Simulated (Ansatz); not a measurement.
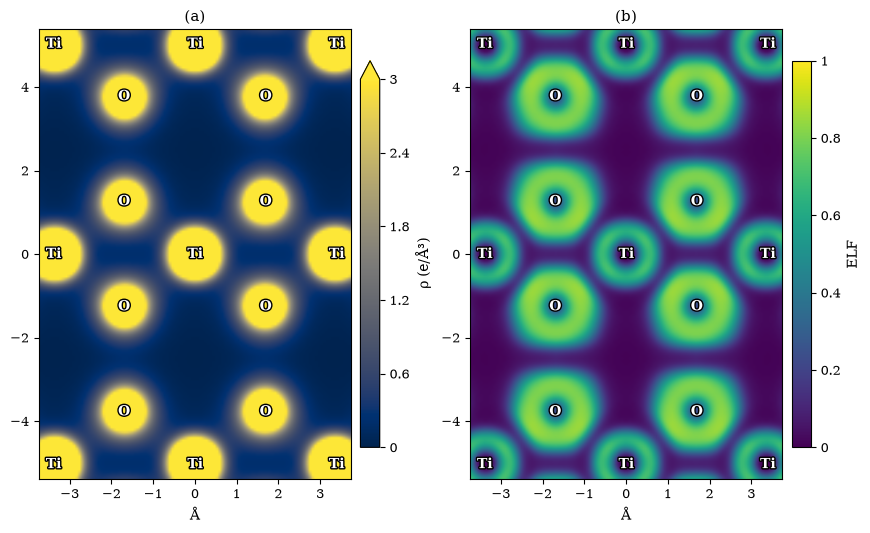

Figure 1: TiO₂. (a) valence electron density; (b) electron localisation function on the (010) plane of the conventional cell.

Space group I4/mmm; started from the fluorite prototype, which need not be the ambient phase; changed on purpose from its base cell (uniaxial z strain +5.0%); computed pressure about −16 GPa in this cell; computed without spin polarisation.

Computed with DFT, HSE06, plane waves, PAW in Ansatz 0.2.0.

Core electrons are frozen (PAW), and the valence fields are smoothed inside the atomic spheres.

```
CELL_PARAMETERS angstrom
2.39683 -2.39683 0.00000
2.39683 2.39683 0.00000
0.00000 0.00000 5.03334
ATOMIC_POSITIONS crystal
Ti 0.00000 0.00000 0.00000
Ti 0.50000 0.50000 0.50000
O 0.00000 0.50000 0.25000
O 0.50000 0.00000 0.75000
O 0.50000 0.00000 0.25000
O 0.00000 0.50000 0.75000
```

> Read the bonding off the picture.

- The section cuts through Ti and O sites.
- Ti–O (2.11 Å): the density is about 0.51 e/Å³ at the midpoint; the ELF peaks at about 0.85 in the valence shell of O, 0.7 Å from its nucleus, and is about 0.25 at the midpoint; no localised pair shows between them.
- Between the atoms the lowest density in this plane is 0.02 e/Å³.
- The features right at Ti lie inside the PAW spheres, where the map follows smoothed inner orbitals and isn't to be read closely.

> Does the calculation give a band gap?

It is gapped, with a Kohn–Sham gap of 2.2 eV on the k-point mesh, an upper bound to the gap of this method.
